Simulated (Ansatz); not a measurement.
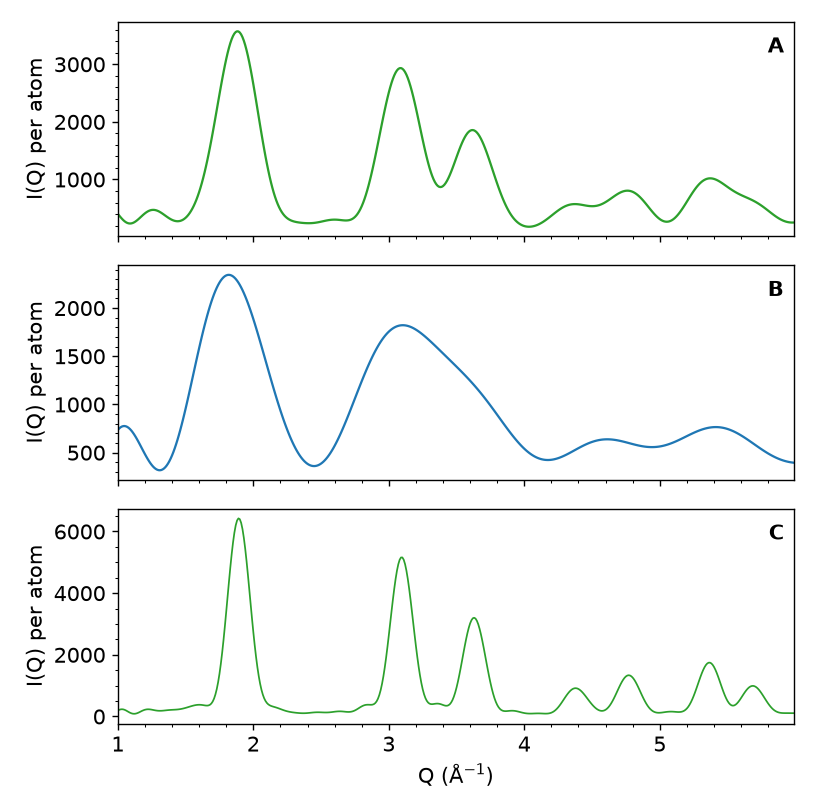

X-ray scattering of spheres cut from the crystal structure of Pd (Fd-3m, a = 5.735 Å, b = 5.735 Å, c = 5.735 Å, α = 90.00°, β = 90.00°, γ = 90.00°), calculated atom by atom with the Debye equation (B = 0.5 Å², no relaxation of the surface). It is based on the geometry relaxed with Ansatz, DFT, r2SCAN, plane waves (500 eV) with PAW, scalar-relativistic; the starting structure was generated, so it need not be a known form of this composition.

Question: The spheres are 10, 20 and 36 Å across. Which curve is which?

Answer: curve A: 20 Å (167 atoms); curve B: 10 Å (29 atoms); curve C: 36 Å (1063 atoms). Peak widths go roughly as 2π/D, so the largest sphere has the sharpest peaks.

Question: Index the main peaks of the largest sphere.

Answer: Q ≈ 1.89 Å⁻¹: 111; Q ≈ 3.09 Å⁻¹: 220; Q ≈ 3.63 Å⁻¹: 311; Q ≈ 4.38 Å⁻¹: 400; Q ≈ 4.77 Å⁻¹: 331; Q ≈ 5.37 Å⁻¹: 422.
